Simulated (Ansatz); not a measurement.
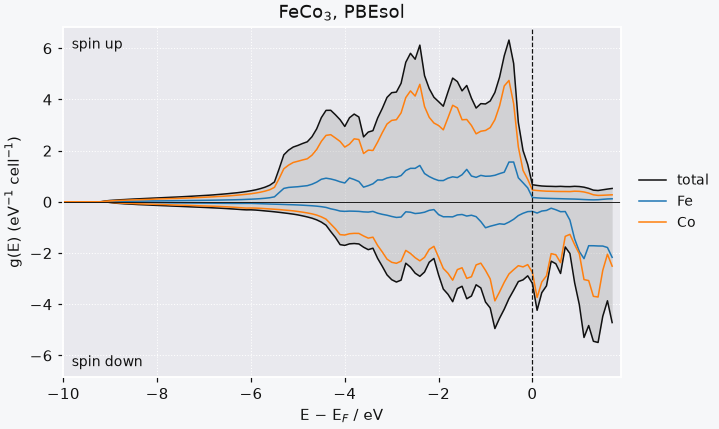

Density of states. Energies are counted from the Fermi level. The partial curves are projected on Löwdin-orthogonalised atomic shells. Spin-down states are drawn negative.

Input of the run:

```
crystal:
  lattice:
    - [3.4876517781, 0.0, 0.0]
    - [0.0, 3.4876517781, 0.0]
    - [0.0, 0.0, 3.4876517781]
  atoms:
    - { symbol: Fe, position: [0.0, 0.0, 0.0], spin: 2.77 }
    - { symbol: Co, position: [0.5, 0.5, 0.0], spin: 1.78 }
    - { symbol: Co, position: [0.5, 0.0, 0.5], spin: 1.78 }
    - { symbol: Co, position: [0.0, 0.5, 0.5], spin: 1.78 }
basis:
  ecutwfc: 420
kpoints:
  mp_grid: { grid: [12, 12, 12] }
  band_path:
    path:
      - [[0.0, 0.0, 0.0], [0.0, 0.5, 0.0], [0.5, 0.5, 0.0], [0.0, 0.0, 0.0], [0.5, 0.5, 0.5], [0.0, 0.5, 0.0]]
      - [[0.5, 0.5, 0.5], [0.5, 0.5, 0.0]]
    npoints: 14
hamiltonian:
  xc: pbesol
scf:
  occupations: { method: gaussian, width: 0.1 }
  n_extra_bands: 10
output:
  forces: true
  stress: true
  eigenvalues: true
  populations: true
  dos: { projected: true, de: 0.02, nscf_kmesh: { grid: [18, 18, 18] } }
  bader: true
  write_density: true
  write_potential: true
  elf: true
  volumetric_format: npy
magnetization:
  spin_polarized: true
checkpoint:
  read: start.run
  write: ck
  compress: false
  write_wavefunctions: false
  write_every: 100000
```

Command:
```bash
ansatz run input.yaml --threads 1 --pin off --max-ram 2560MiB --backend cpu --events-out ev --progress --plain --runs-dir out
```

> Metal or insulator, and how many states lie at the Fermi level?

It is a metal. The density of states at the Fermi level is about 4.5 per eV and cell (mean within 0.25 eV), or 1.1 per atom.

> How spin-polarised are the states at the Fermi level?

At the Fermi level spin up gives about 1.1 and spin down about 3.4 states per eV, a polarisation (up − down)/(up + down) of about −0.5.

> What do the unequal spin channels mean for the moment?

The two spin channels differ: the cell has a net moment of 7.2 μB, with spin up in the majority.
